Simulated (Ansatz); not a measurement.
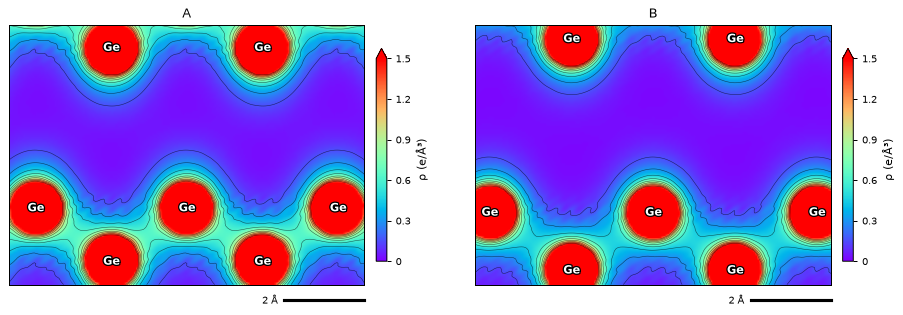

Ge. The valence pseudo-density of two cells that differ in size, on the (101̄) plane of each (indices in the axes of the calculation cell), at one length scale and on one colour scale; one has 18.8 and the other 23.9 Å³ an atom.

The calculation used Ansatz, DFT PBE, scalar-relativistic, plane waves, PAW.

Core electrons are frozen (PAW), and the valence fields are smoothed inside the atomic spheres.

The larger cell:

```xyz
2
Lattice="0.0000 2.8798 2.8798 2.8798 0.0000 2.8798 2.8798 2.8798 0.0000" Properties=species:S:1:pos:R:3 pbc="T T T"
Ge    2.8798    2.8798    2.8798
Ge    4.3197    4.3197    4.3197
```

The smaller cell: a = 3.761 Å, b = 3.761 Å, c = 3.761 Å, α = 60.00°, β = 60.00°, γ = 60.00°.

Which is the denser cell? Describe the effect of the change.

Panel A is the smaller cell, by 21 % in volume. From the larger cell to the smaller, Ge–Ge goes from 2.49 to 2.30 Å, and the density at its midpoint from 0.47 to 0.63 e/Å³; the pressure goes from 0.0 to 25 GPa; the Kohn–Sham gap goes from metallic to 0.26 eV.
